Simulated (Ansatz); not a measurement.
Input structure:

```
Co O
1.0
     3.01094    1.73837   -2.43993
     0.00000    3.47673    2.43993
     3.01094   -1.73837    2.43993
Co O
4 4
Direct
  0.50000 0.00000 0.00000
  0.00000 0.00000 0.50000
  0.00000 0.50000 0.00000
  0.50000 0.50000 0.50000
  0.00603 0.49786 0.49662
  0.50603 0.49786 0.99662
  0.50603 0.99786 0.49662
  0.00603 0.99786 0.99662
```

Q: Characterise the structure given above.

A: It has the composition CoO. Strictly the space group is Cm (No. 8, within 0.01 Å). It is a distorted form of a face-centred cubic structure, space group Fm-3m (No. 225) within 0.25 Å: rock salt (NaCl type). One cell contains 4 Co, 4 O, 8 atoms in all. The neighbours of Co are six O in an octahedral arrangement at 2.10 to 2.15 Å. The neighbours of O are six Co in an octahedral arrangement at 2.10 to 2.15 Å. The bonds build a three-dimensional framework.

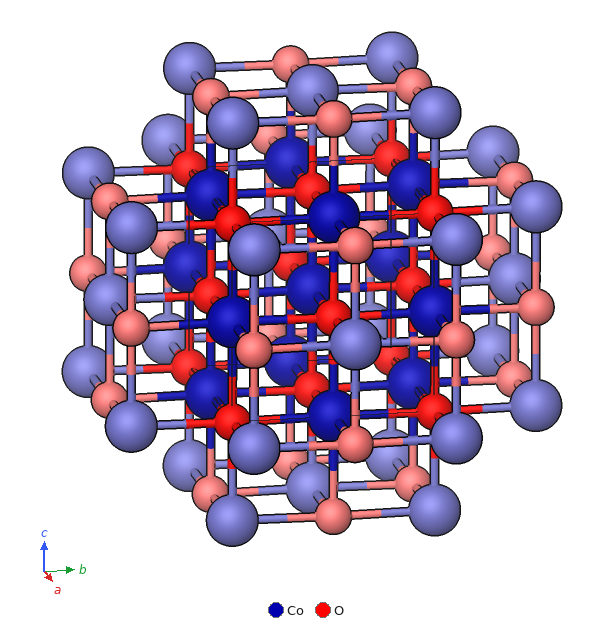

Drawn in the ball-and-stick manner and seen slightly off an axis. The box is the drawn cell (a repeat of the simulation cell); atoms on or close to its faces, edges and corners are drawn wherever they repeat. Periodic images bonded to atoms of the box are shown as well, in fainter colours.

The initial geometry was a structure listed in the Materials Project. Earlier steps of the study may have refined or changed the cell and positions. It was set up as input for a calculation with Ansatz.
